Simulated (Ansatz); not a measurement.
## SrAgCl3 (model cell, started as cubic perovskite with Sr in the octahedra): following an unstable mode

Aim: this structure of SrAgCl3 (model cell, started as cubic perovskite with Sr in the octahedra) is to be tested for unstable modes, and one is followed downhill.

Method: DFT PBEsol, scalar-relativistic, plane waves, PAW; PAW set soft_1, in Ansatz 0.2.0.

The structure was built from a prototype and need not be the compound's stable phase.

## Step 1: Set-up

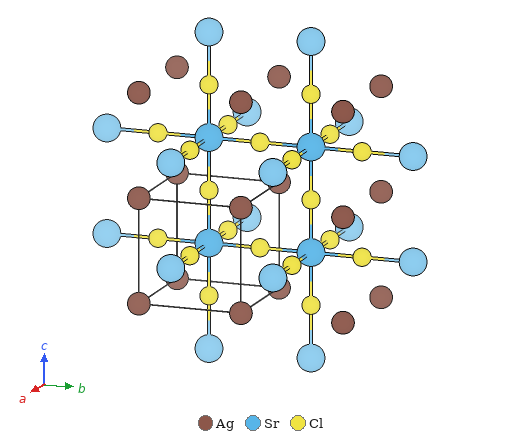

The cell as given, slightly off an axis (silver brown, strontium blue, chlorine yellow). 1×2×2 cells are drawn. Some periodic images of atoms are drawn too.

## Step 2: Phonons on a q mesh

The cell comes from relaxations at this level that are not shown. Stability and thermal properties need the whole zone. Linear response on a 2×2×2 q mesh gives force constants as far as a supercell of that size would, and the tensors from the zone-centre run are typed in so that the long-range dipole term is interpolated apart.

File input.yaml:

```yaml
crystal:
  lattice:
    - [5.5026364874, 0.0, 0.0]
    - [0.0, 5.5026364874, 0.0]
    - [0.0, 0.0, 5.5026364874]
  atoms:
    - { symbol: Ag, position: [0.0, 0.0, 0.0] }
    - { symbol: Sr, position: [0.5, 0.5, 0.5] }
    - { symbol: Cl, position: [0.5, 0.5, 0.0] }
    - { symbol: Cl, position: [0.5, 0.0, 0.5] }
    - { symbol: Cl, position: [0.0, 0.5, 0.5] }
kpoints:
  mp_grid: { grid: [6, 6, 6] }
hamiltonian:
  xc: pbesol
  pseudopotentials: { kind: paw, azcp: { folder: soft_1 }, xc_functional: pbe }
scf:
  occupations: { method: fixed }
output:
  eigenvalues: true
phonons:
  method: dfpt
  qmesh: [2, 2, 2]
  temperatures: { t_max: 1000, t_step: 50 }
  qpath:
    path:
      - [[0.0, 0.0, 0.0], [0.0, 0.5, 0.0], [0.5, 0.5, 0.0], [0.0, 0.0, 0.0], [0.5, 0.5, 0.5], [0.0, 0.5, 0.0]]
      - [[0.5, 0.5, 0.5], [0.5, 0.5, 0.0]]
    npoints: 10
  non_analytic_term:
    high_frequency_dielectric_tensor: [[3.3561, 0.0, 0.0], [0.0, 3.3561, 0.0], [0.0, 0.0, 3.3561]]
    born_effective_charges:
      - { species: Ag, tensor: [[1.743, 0.0, 0.0], [0.0, 1.743, 0.0], [0.0, 0.0, 1.743]] }
      - { species: Sr, tensor: [[2.3561, 0.0, 0.0], [0.0, 2.3561, 0.0], [0.0, 0.0, 2.3561]] }
      - { species: Cl, tensor: [[-1.0739, 0.0, 0.0], [0.0, -1.0739, 0.0], [0.0, 0.0, -1.9513]] }
      - { species: Cl, tensor: [[-1.0739, 0.0, 0.0], [0.0, -1.9513, 0.0], [0.0, 0.0, -1.0739]] }
      - { species: Cl, tensor: [[-1.9513, 0.0, 0.0], [0.0, -1.0739, 0.0], [0.0, 0.0, -1.0739]] }
    source: "zone-centre run at this cell"
```

Started as:

```console
ansatz run input.yaml --threads 4 --pin off --max-ram 16384MiB --backend cpu --events-out ev --progress --plain --runs-dir out
```

Numbers of over 12 decimals in the logs are rounded to 6 here.

The program printed:

```text
Engine: ansatz 0.2.0, aarch64-unknown-linux-gnu
Pseudopotentials: kind: paw
Pseudopotential: Ag, paw, valence charge 19, recommended cutoff 420 eV (normal), soft_1/Ag.paw.azcp
Pseudopotential: Sr, paw, valence charge 10, recommended cutoff 420 eV (normal), soft_1/Sr.paw.azcp
Pseudopotential: Cl, paw, valence charge 7, recommended cutoff 420 eV (normal), soft_1/Cl.paw.azcp
Functional definition: PBEsol
  exchange = pbesol_x
  correlation = pbesol_c
Crystal: 5 atoms, lattice volume = 166.614 Å³
Basis set: ecut = 420 eV, 3239 PW (Γ), exchange–correlation on 80×80×80 points (8 copies of the dense FFT grid, shifted against one another)
Bands: 30, of which v1, the nominal top of the filled ones, is band 25 counted from 1 (24 counted from 0)
Symmetry: 48 space group operations
k-points: 20 of 216
Non-local potential: Ag, projectors of the file, l = 0: 3, l = 1: 2, l = 2: 2, l = 3: 1
Non-local potential: Sr, projectors of the file, l = 0: 3, l = 1: 2, l = 2: 2
Non-local potential: Cl, projectors of the file, l = 0: 2, l = 1: 2, l = 2: 1
PAW form: soft (Blöchl's): semilocal exchange-correlation on the pseudo side does not see the compensation charge
PAW frozen core: Ag, regenerated for the run's functional, and the local potential with it (the file was generated under x = pbe(κ = 0.804, μ = 0.219515), c = pbe(β = 0.066725))
PAW frozen core: Sr, regenerated for the run's functional, and the local potential with it (the file was generated under x = pbe(κ = 0.804, μ = 0.219515), c = pbe(β = 0.066725))
PAW frozen core: Cl, regenerated for the run's functional, and the local potential with it (the file was generated under x = pbe(κ = 0.804, μ = 0.219515), c = pbe(β = 0.066725))
PAW one-centre angular grid: Ag, 590 points (default); XC on 64 Gauss nodes
PAW one-centre angular grid: Sr, 110 points (default); XC on 64 Gauss nodes
PAW one-centre angular grid: Cl, 110 points (default); XC on 64 Gauss nodes
Initial density: superposition of atomic densities (chi_scale 0.1, normalization cell, long waves kept (reshape's long-wave potential 0.01 eV rms))
Initial wavefunctions: pseudopotential atomic-orbital guess
Functional: x = pbesol(κ = 0.804, μ = 0.123457), c = pbesol(β = 0.046)
SCF iter   1: F=—  HF=-14205.077096 eV  |F-HF|=—  |Δ(HF+E_count)|=         —  Δρ=4.61e-2  dr2=5.76e0  ethr=3.10e-3  ⟨swp⟩=6.9  Hψ=2892  notcnv=0  defer=45
preconditioner: auto → Resta (q_TF=auto, 2.232 Å⁻¹)  ε∞=3.9  [insulator: Δε(μ)=1.140 eV  Ē_g=10.719 eV  n_scr=26 (ndim 8)  ℏωp=18.2 eV  f_vac=0.040  ε∞_Penn≈3.9]
SCF iter   2: F=—  HF=-14203.213883 eV  |F-HF|=—  |Δ(HF+E_count)|=    1.86e0  Δρ=1.55e-2  dr2=1.11e0  ethr=3.10e-3  ⟨swp⟩=4.0  Hψ=1512  notcnv=0  defer=47
SCF iter   3: F=—  HF=-14202.812250 eV  |F-HF|=—  |Δ(HF+E_count)|=   4.02e-1  Δρ=6.11e-3  dr2=1.98e-1  ethr=2.21e-3  ⟨swp⟩=3.0  Hψ=1256  notcnv=0  defer=47
SCF iter   4: F=—  HF=-14202.743269 eV  |F-HF|=—  |Δ(HF+E_count)|=   6.90e-2  Δρ=2.52e-3  dr2=1.57e-2  ethr=3.96e-4  ⟨swp⟩=3.4  Hψ=1080  notcnv=0  defer=55
SCF iter   5: F=—  HF=-14202.741526 eV  |F-HF|=—  |Δ(HF+E_count)|=   1.74e-3  Δρ=8.17e-4  dr2=1.62e-3  ethr=3.14e-5  ⟨swp⟩=3.4  Hψ=1167  notcnv=0  defer=55
SCF iter   6: F=—  HF=-14202.742020 eV  |F-HF|=—  |Δ(HF+E_count)|=   4.95e-4  Δρ=2.33e-4  dr2=1.04e-4  ethr=3.25e-6  ⟨swp⟩=3.0  Hψ=1164  notcnv=0  defer=53
SCF iter   7: F=—  HF=-14202.742195 eV  |F-HF|=—  |Δ(HF+E_count)|=   1.74e-4  Δρ=3.85e-5  dr2=4.36e-6  ethr=2.08e-7  ⟨swp⟩=2.0  Hψ=930  notcnv=0  defer=53
SCF iter   8: F=—  HF=-14202.742203 eV  |F-HF|=—  |Δ(HF+E_count)|=   8.71e-6  Δρ=1.02e-5  dr2=2.22e-7  ethr=8.71e-9  ⟨swp⟩=2.0  Hψ=960  notcnv=0  defer=50
SCF iter   9: F=—  HF=-14202.742204 eV  |F-HF|=—  |Δ(HF+E_count)|=   5.58e-7  Δρ=1.82e-6  dr2=6.98e-9  ethr=4.45e-10  ⟨swp⟩=2.1  Hψ=979  notcnv=0  defer=50
SCF iter  10: F=—  HF=-14202.742204 eV  |F-HF|=—  |Δ(HF+E_count)|=   2.03e-8  Δρ=4.45e-7  dr2=4.63e-10  ethr=1.40e-11  ⟨swp⟩=2.5  Hψ=1065  notcnv=0  defer=51
SCF iter  11: F=—  HF=-14202.742204 eV  |F-HF|=—  |Δ(HF+E_count)|=  9.26e-10  Δρ=1.01e-7  dr2=2.16e-11  ethr=1.00e-12  ⟨swp⟩=2.0  Hψ=898  notcnv=0  defer=51
SCF iter  12: F=-14202.742204 eV  HF=-14202.742204 eV  |F-HF|=5.46e-12  |Δ(HF+E_count)|=  4.73e-11  Δρ=3.00e-8  dr2=1.71e-12  ethr=1.00e-12  ⟨swp⟩=16.3  Hψ=4531  notcnv=0
SCF 1 converged in 12 iterations: F = -14202.742204 eV  dr2 = 1.71e-12
  greatest PAW one-centre occupation: 1.000 electrons in one spin orbital (limit 2), on the Ag atom at site 0 (counted from 0), in its partial waves of l = 0
NSCF: frozen V_eff on 20 k-points
NSCF: frozen V_eff on 64 k-points
DFPT response loops at q = (0, 0, 0) (fractional): preconditioner auto → Resta (q_TF=auto, 2.232 Å⁻¹)  ε∞=6.8 (no band partly filled); β = 1.00, the filter's whole step (`scf.mixing.beta` (0.50) is not read by the response loops at its default; to damp them type it under 1.00, their step now; it binds the ground state too); Broyden in place of MSR1
NSCF: frozen V_eff on 128 k-points
DFPT response loops at q = (0, 0, -0.5) (fractional): mixed as the last ones told, above
NSCF: frozen V_eff on 128 k-points
DFPT response loops at q = (0, -0.5, -0.5) (fractional): mixed as the last ones told, above
NSCF: frozen V_eff on 128 k-points
DFPT response loops at q = (-0.5, -0.5, -0.5) (fractional): mixed as the last ones told, above
SCF converged after 12 iterations
Free energy (F): -14202.742204 eV
Harris-Foulkes:  -14202.742204 eV  (|F-HF|=5.46e-12)
Internal energy: -14202.742204 eV  (E = F + TS)
E sigma→0 (E₀):  -14202.742204 eV
Fermi energy:    1.568985 eV
--- Per-component energies (eV) ---
  E_band       = -679.178289
  E_kinetic    = 1160.208103
  E_local      = -5223.569809  (includes V_loc(G=0)·N_el)
  E_nonlocal   = 368.253100
  E_hartree    = 2136.681218
  E_xc         = -646.771999
  E_vxc        = -698.440221  (∫ρ·V_xc dr)
  E_paw        = -8457.335600  (= ΣΔE_a)
  E_vpaw       = -558.992579  (= ΣTr[D̂ρ^β])
  E_aug_tail   = 0.000686  (compensation charges beyond the density's cutoff)
  E_ewald      = -3540.900290
  E_core_change = 0.692385  (= ΣΔE_core)
  E_smearing   = -0.000000  (= −TS)
  E_closure    = -0.000000  (closes the sum)
  Σ components = -14202.742204   (vs F -14202.742204, Δ=0.00e0)
--- Band table (eV; the first three rows and the last of 20) ---
  k-point 0: bands = [... 21 lower, 1.0877, 1.3344, 1.3344, 1.3344, 2.8792, 7.7202, 7.7202, 7.7202, ... 1 higher]
  k-point 1: bands = [... 21 lower, 1.0491, 1.0811, 1.3105, 1.3105, 3.1422, 7.7431, 7.9085, 7.9085, ... 1 higher]
  k-point 2: bands = [... 21 lower, 0.9120, 1.0685, 1.2970, 1.2970, 3.6572, 7.2059, 7.7908, 8.1712, ... 1 higher]
  k-point 19: bands = [... 21 lower, 0.0977, 1.5557, 1.5557, 1.5557, 3.3294, 8.6806, 8.6806, 8.6806, ... 1 higher]
--- Phonons (Γ-DFPT): 4 representative perturbations + reference (Σ response iterations 12) ---
  ASR residual: 5.420e-5 → 0.000e0 eV/Å²; symmetrization residual: 6.112e-6 eV/Å²
  ASR residual per site (eV/Å²): 2.73e-5 5.42e-5 1.24e-5 1.24e-5 1.24e-5
  Γ frequencies (cm⁻¹): -88.41 -88.41 -88.41 -81.84 -81.84 -81.84 0.00 0.00 0.00 53.42 53.42 53.42 279.02 279.02 279.02
--- Phonons (arbitrary-q DFPT): 4 irreducible q on the 2×2×2 mesh ---
  q = [0.0000, 0.0000, 0.0000] (star 1, of the zone-centre solve; hermiticity 1.57e-6, symmetrization 1.16e-11): -88.41 -88.41 -88.41 -81.84 -81.84 -81.84 -0.00 0.00 0.00 53.42 53.42 53.42 279.02 279.02 279.02
  q = [0.0000, 0.0000, -0.5000] (star 3, 9 solved perturbations in 504 linear systems a pass and spin channel, the states on 64 of 216 k-point pairs; hermiticity 3.98e-7, symmetrization 8.53e-12): -82.52 -82.52 -77.89 -73.67 -73.67 -23.30 -7.35 -7.35 44.86 44.86 44.89 167.36 277.70 278.85 278.85
  q = [0.0000, -0.5000, -0.5000] (star 3, 9 solved perturbations in 504 linear systems a pass and spin channel, the states on 64 of 216 k-point pairs; hermiticity 1.13e-6, symmetrization 1.50e-13): -102.92 -86.99 -86.99 -64.83 -64.83 -52.82 44.21 44.21 45.09 64.22 164.49 164.49 254.52 278.73 285.86
  q = [-0.5000, -0.5000, -0.5000] (star 1, 4 solved perturbations in 184 linear systems a pass and spin channel, the states on 64 of 216 k-point pairs; hermiticity 5.71e-7, symmetrization 8.25e-12): -103.00 -103.00 -103.00 -79.80 -79.80 -79.80 76.99 76.99 76.99 162.86 162.86 162.86 254.31 254.31 292.18
  sum rule: each row above includes the acoustic sum rule's correction from the zone centre's row sums; it moved no ω² by more than (0.41 cm⁻¹)²
  mesh force constants: q→R imaginary residual 4.00e-18; ASR residual 5.420e-5 → 0.000e0 eV/Å²; symmetrization residual 4.441e-15 eV/Å²
  interpolated dispersion: 63 rows × 15 modes
  density of states and harmonic sums: on the 12×12×12 q-mesh, interpolated from the force constants of a 2×2×2 supercell (with the dipole–dipole term of supplied tensors)
  largest difference from the sums on the solved wave vectors: F 2.15e-1 eV, S 2.96e-4 and C_V 8.09e-5 eV/K
  zero-point energy: 0.080533 eV/cell   skipped modes (ω ≤ 0): 532, of them read as no rigid motion or as one in doubt: 529 (6.184e0 modes/cell left out, lowest -103.00 cm⁻¹)   left out of the sums: 4.12e-1 of the cell's modes: C_V's classical limit lies that fraction below 3 k_B per atom; for a crystal, a wire or a layer, F and S can be off by more, and a phonons.interpolated_qmesh denser along its periods is the remedy for the sampling
```

Elapsed: 3.1 min, on 4 threads of Arm Neoverse V1, shared host; peak memory 1.2 GiB; 12 min of CPU time.

Reading the cycles: dr2 is the Hartree energy of the density residual (eV), the measure of convergence; HF is the Harris–Foulkes estimate of the energy, which meets the free energy F at convergence.

This step gave:

| Property | Result |
| --- | --- |
| gap on the k-mesh | 1.310 eV |
| volume per atom | 33.32 Å³ |
| sum-rule residual before enforcement | 5.42e-5 eV/Å² |
| lowest frequency on the path | -103.0 cm⁻¹ |
| point group | m-3m |
| highest frequency on the path or at a solved wavevector | 304.6 cm⁻¹ |
| highest optical mode at the zone centre (no LO-TO term) | 279.0 cm⁻¹ |
| lowest optical zone-centre mode | -88.41 cm⁻¹ |
| lowest mode on the q mesh (acoustic modes at Γ apart) | -103 cm⁻¹ |

Frequencies (cm⁻¹) solved at each irreducible wavevector; negative means imaginary. Frequencies by wavevector, by row:

```tsv
q in reciprocal lattice units	star	mode 1	mode 2	mode 3	mode 4	mode 13	mode 14	mode 15
0 0 0	1	-88.4	-88.4	-88.4	-81.8	279	279	279
0 0 -0.5	3	-82.5	-82.5	-77.9	-73.7	277.7	278.9	278.9
0 -0.5 -0.5	3	-102.9	-87	-87	-64.8	254.5	278.7	285.9
-0.5 -0.5 -0.5	1	-103	-103	-103	-79.8	254.3	254.3	292.2
```

Interpolated from a 2×2×2 q mesh, with the LO-TO term (at Γ the limit along the path; where Γ stands inside the path, tables give the limit on arrival). The phonon branches at the labelled points (cm⁻¹):

```tsv
point	branch 1	branch 2	branch 3	branch 4	branch 12	branch 13	branch 14	branch 15
Γ	-88	-88	-82	-82	72	279	279	305
X	-82	-82	-78	-74	167	278	279	279
M	-103	-87	-87	-65	164	254	279	286
Γ	-88	-88	-82	-82	72	279	279	305
R	-103	-103	-103	-80	163	254	254	292
X	-82	-82	-78	-74	167	278	279	279
jump to R	-103	-103	-103	-80	163	254	254	292
M	-103	-87	-87	-65	164	254	279	286
```

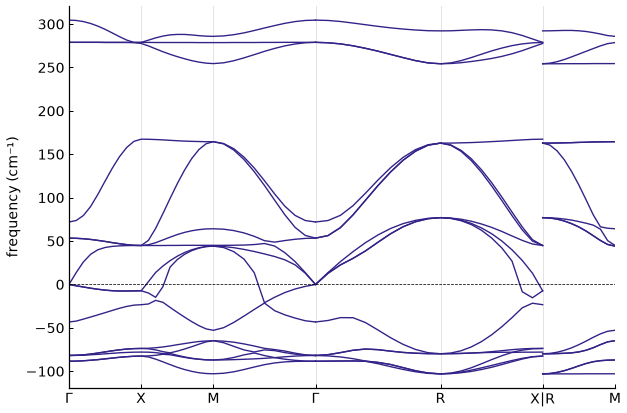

Phonon branches along the path.

Symmetry leaves 4 wavevectors to solve. The lowest mode among them, the acoustic zeros apart, lies at q = (-0.5, -0.5, -0.5) and is imaginary, 103.0i cm⁻¹, so the energy falls along it.

## Step 3: The mode frozen in, largest atomic shift 0 Å

The mode followed lies at q = (-0.5, -0.5, -0.5) with frequency 103.0i cm⁻¹ and is 3-fold degenerate, the softest among the wavevectors solved. At small amplitude the distorted cell has space group no. 140 by a symmetry search on the positions. The undistorted cell that holds it gives the zero of energy on the same k mesh.

System of this step: SrAgCl3 (model cell, started as cubic perovskite with Sr in the octahedra). It takes space group Pm-3m (No. 221, cubic). Conventional cell: a = 5.503 Å, b = 5.503 Å, c = 5.503 Å, α = 90.00°, β = 90.00°, γ = 90.00°. Ag has 12 Cl at 3.89 Å nearest. Nearest to Sr lie 6 Cl at 2.75 Å. Nearest to Cl lie 2 Sr at 2.75 Å. Farther neighbours and most contacts between anions are not listed.

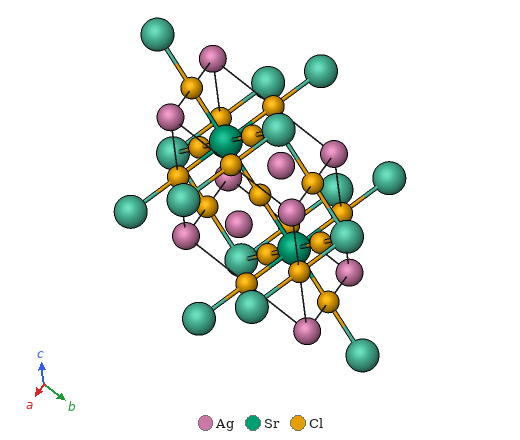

The cell of this step (silver pink, strontium teal, chlorine orange). Some periodic images of atoms are drawn too.

File input.yaml:

```yaml
crystal:
  lattice:
    - [5.5026364874, 5.5026364874, 0.0]
    - [5.5026364874, 0.0, 5.5026364874]
    - [5.5026364874, 0.0, -5.5026364874]
  atoms:
    - { symbol: Ag, position: [0.0, 0.0, 0.0] }
    - { symbol: Ag, position: [0.0, 0.5, 0.5] }
    - { symbol: Sr, position: [0.5, 0.25, 0.75] }
    - { symbol: Sr, position: [0.5, 0.75, 0.25] }
    - { symbol: Cl, position: [0.5, 0.0, 1.0] }
    - { symbol: Cl, position: [0.5, 0.5, 0.5] }
    - { symbol: Cl, position: [0.0, 0.0, 0.5] }
    - { symbol: Cl, position: [0.0, 0.5, 0.0] }
    - { symbol: Cl, position: [0.5, 0.0, 0.5] }
    - { symbol: Cl, position: [0.5, 0.5, 0.0] }
kpoints:
  mp_grid: { grid: [6, 6, 6] }
hamiltonian:
  xc: pbesol
  pseudopotentials: { kind: paw, azcp: { folder: soft_1 }, xc_functional: pbe }
scf:
  occupations: { method: gaussian, width: 0.02 }
output:
  forces: true
  stress: true
  eigenvalues: true
```

The program printed:

```text
[...]
Crystal: 10 atoms, lattice volume = 333.229 Å³
Basis set: ecut = 420 eV, 6423 PW (Γ), exchange–correlation on 108×108×108 points (8 copies of the dense FFT grid, shifted against one another)
Bands: 60, of which v1, the nominal top of the filled ones, is band 50 counted from 1 (49 counted from 0)
Symmetry: 96 space group operations
[...]
k-points: 16 of 216
[...]
k-point 0: bands = [... 46 lower, 1.3343, 1.5557, 1.5557, 1.5557, 2.8792, 3.3294, 7.7202, 7.7202, ... 4 higher]
  k-point 1: bands = [... 46 lower, 1.2760, 1.5118, 1.5118, 1.5214, 3.0807, 3.4417, 7.7604, 7.8523, ... 4 higher]
  k-point 2: bands = [... 46 lower, 1.2137, 1.3994, 1.3994, 1.4301, 3.4794, 3.6763, 7.5181, 7.5476, ... 4 higher]
  k-point 15: bands = [... 46 lower, 1.1082, 1.2325, 1.2365, 1.4769, 3.9535, 3.9623, 6.9557, 7.4200, ... 4 higher]
[key lines of the parts left out:]
SCF converged after 9 iterations
Free energy (F): -28405.484442 eV
Fermi energy:    2.224230 eV
P = ⅓ Tr σ = -0.0052 GPa (-0.052 kbar)
```

Run time: 6.9 s. Hardware: 4 threads; peak memory 0.87 GiB.

This step gave:

```
pressure                         : -0.005206 GPa
energy from the undistorted cell : 0 meV/atom
```

At this level the gap is 1.31 eV on the k-mesh of the self-consistent run, which can miss the band edges.

## Step 4: The mode frozen in, largest atomic shift 0.6 Å

The atoms are moved along the unstable eigenvector, the largest shift by 0.6 Å, with the cell fixed.

input.yaml, the sections that differ from step 3:

```yaml
crystal:
  lattice:
    - [5.5026364874, 5.5026364874, 0.0]
    - [5.5026364874, 0.0, 5.5026364874]
    - [5.5026364874, 0.0, -5.5026364874]
  atoms:
    - { symbol: Ag, position: [0.0, 0.0, 0.0] }
    - { symbol: Ag, position: [0.0, 0.5, 0.5] }
    - { symbol: Sr, position: [0.5, 0.25, 0.75] }
    - { symbol: Sr, position: [0.5, 0.75, 0.25] }
    - { symbol: Cl, position: [0.5, 0.0545193201, 1.0545193201] }
    - { symbol: Cl, position: [0.5, 0.4454806799, 0.4454806799] }
    - { symbol: Cl, position: [0.0, 0.0, 0.5] }
    - { symbol: Cl, position: [0.0, 0.5, 0.0] }
    - { symbol: Cl, position: [0.5, -0.0545193201, 0.5545193201] }
    - { symbol: Cl, position: [0.5, 0.5545193201, -0.0545193201] }
# kpoints, hamiltonian, scf, output: as in step 3
```

The program printed:

```text
[...]
Crystal: 10 atoms, lattice volume = 333.229 Å³
Basis set: ecut = 420 eV, 6423 PW (Γ), exchange–correlation on 108×108×108 points (8 copies of the dense FFT grid, shifted against one another)
Bands: 60, of which v1, the nominal top of the filled ones, is band 50 counted from 1 (49 counted from 0)
Symmetry: 16 space group operations
[...]
k-points: 30 of 216
[...]
k-point 0: bands = [... 46 lower, 1.2540, 1.2540, 1.4630, 1.4630, 3.2395, 3.8775, 7.6686, 7.6686, ... 4 higher]
  k-point 1: bands = [... 46 lower, 1.1962, 1.2191, 1.4277, 1.4333, 3.4209, 3.9421, 7.7408, 7.7451, ... 4 higher]
  k-point 2: bands = [... 46 lower, 1.1867, 1.2315, 1.3359, 1.3429, 3.7960, 4.0767, 7.5958, 7.6204, ... 4 higher]
  k-point 29: bands = [... 46 lower, 0.9822, 1.1630, 1.2394, 1.2394, 4.1721, 4.2918, 7.1516, 7.7750, ... 4 higher]
[key lines of the parts left out:]
SCF converged after 10 iterations
Free energy (F): -28406.292000 eV
Fermi energy:    2.352656 eV
P = ⅓ Tr σ = -1.2042 GPa (-12.042 kbar)
```

Elapsed: 13 s, on 4 threads; peak memory 0.98 GiB; 52 s of CPU time.

Numbers from this step:

```yaml
pressure: -1.204 GPa
gap_on_the_k_mesh: 1.774 eV
energy_from_the_undistorted_cell: -80.76 meV/atom
```

The energy, extrapolated to zero smearing, is -80.76 meV/atom against the undistorted cell.

The run ends at a pressure of -1.20 GPa, with forces up to 0.54 eV/Å.

## Step 5: Energy along the mode, all amplitudes (two of the runs are shown above)

An imaginary frequency means negative curvature, so the energy should fall and then rise again as anharmonic terms take over.

This step gave:

```
depth at the lowest point sampled  : 80.76 meV/atom
largest atomic shift at that point : 0.6 Å
```

Table of energy from the parent by largest atomic shift:

```tsv
largest atomic shift (Å)	energy from the parent (meV/atom)
0.000	0
0.040	-0.442
0.080	-1.76
0.140	-5.35
0.220	-13.0
0.320	-26.6
0.450	-49.6
0.600	-80.8
```

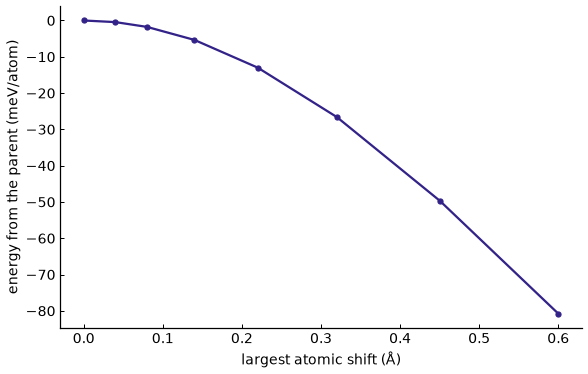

Energy from the parent, plotted against largest atomic shift.

Displacement at unit largest shift by atom:

```tsv
atom	x (Å)	y (Å)	z (Å)	size
Ag1	0.00	0.00	0.00	0.00
Ag2	0.00	0.00	0.00	0.00
Sr3	0.00	0.00	0.00	0.00
Sr4	0.00	0.00	0.00	0.00
Cl5	1.00	0.00	0.00	1.00
Cl6	-1.00	0.00	0.00	1.00
Cl7	0.00	0.00	0.00	0.00
Cl8	0.00	0.00	0.00	0.00
Cl9	0.00	0.00	-1.00	1.00
Cl10	0.00	0.00	1.00	1.00
```

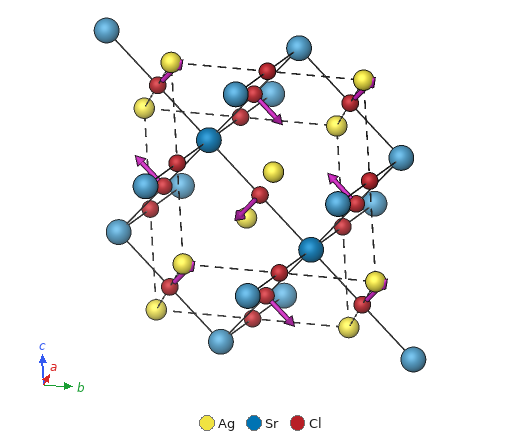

Displacement at unit largest shift as arrows, the longest 1 Å. Some periodic images of atoms are drawn too.

The lowest of the steps tried is the last one, at 0.6 Å, 80.8 meV/atom below the parent; the bottom of the well need not coincide with a step.

(Continued in part 2 of 3.)

[Logs are printed without paths, hosts, clocks, repeated set-up lines and the standing remarks that a program may print on its own settings, such as how far it seeks lower states.]

[Hosts, paths, dates, database ids (printed as entryN), source tags and the programs' standing remarks are cut or masked in the printed files.]
